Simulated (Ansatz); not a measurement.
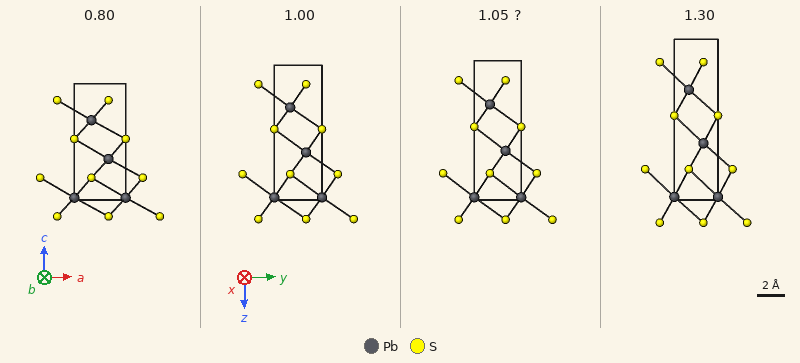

Crystalline PbS (R3m): the ratio of the cell's length along z to its lengths across, counted as 1 for the reference, is changed at fixed volume (a c/a path), with the atoms kept at their fractional coordinates. x, y and z are the Cartesian axes of the input. A ball-and-stick model of the conventional cell (3 times the calculation's cell), seen along the b axis. Lengths and directions refer to the drawn axes.

Computed with DFT PBEsol, scalar-relativistic, plane waves, PAW in Ansatz. Set-up: plane-wave cutoff 420 eV; k-point mesh 12 × 12 × 12; occupations gaussian; smearing width 0.03 eV; no spin polarisation. Energies (free energies at the smearing named) are counted from the cell as listed in its source, which wasn't relaxed.

```json
{"axial ratio over its reference value": "0.80", "ΔE (meV/atom)": "86.4"}
{"axial ratio over its reference value": "0.85", "ΔE (meV/atom)": "49.9"}
{"axial ratio over its reference value": "0.92", "ΔE (meV/atom)": "14.5"}
{"axial ratio over its reference value": "0.96", "ΔE (meV/atom)": "3.7"}
{"axial ratio over its reference value": "1.00", "ΔE (meV/atom)": "0.0"}
{"axial ratio over its reference value": "1.05", "ΔE (meV/atom)": "?"}
{"axial ratio over its reference value": "1.10", "ΔE (meV/atom)": "21.9"}
{"axial ratio over its reference value": "1.20", "ΔE (meV/atom)": "84.2"}
{"axial ratio over its reference value": "1.30", "ΔE (meV/atom)": "179.3"}
```

**Fill in the missing row.**

A straight line between the two neighbours gives 10.9 meV/atom. A cubic through the four nearest rows (0.96, 1.00, 1.10, 1.20) gives, with Lagrange weights, (−0.2790)(3.7) + (0.8437)(0.0) + (0.4821)(21.9) + (−0.0469)(84.2) = 5.6 meV/atom. The calculation gives 5.5 meV/atom, so the cubic is 0.1 meV/atom too high and the straight line 5.4 meV/atom too high, as the curve bends upwards here.

The whole profile:

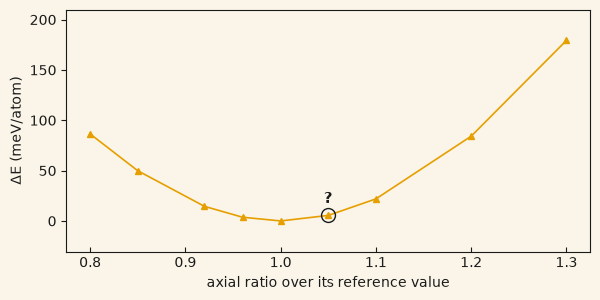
